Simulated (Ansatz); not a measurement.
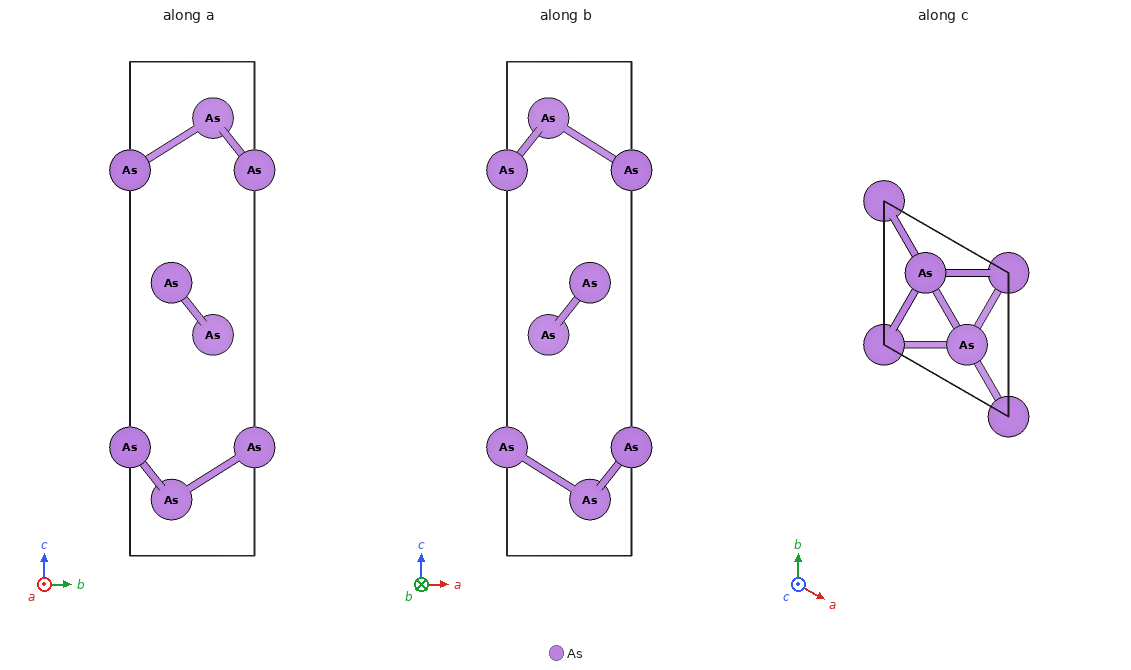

Shown here is a ball-and-stick view of the crystal, taken along the a axis, along the b axis and along the c axis. The conventional unit cell is outlined; an atom on or near a face, edge or corner is repeated at each equivalent position.

Bonding distances used: As–As up to 2.76 Å (cut-off distances).

The composition is As.

**Give the coordination environment of As.**

Each As has three As in a trigonal pyramidal arrangement.

**What extended units do the bonds make?**

The bonds build As layers parallel to (001).

Origin of the cell: a structure type known for this element. It was relaxed at fixed volume with DFT r2SCAN, scalar-relativistic, plane waves, PAW in Ansatz.
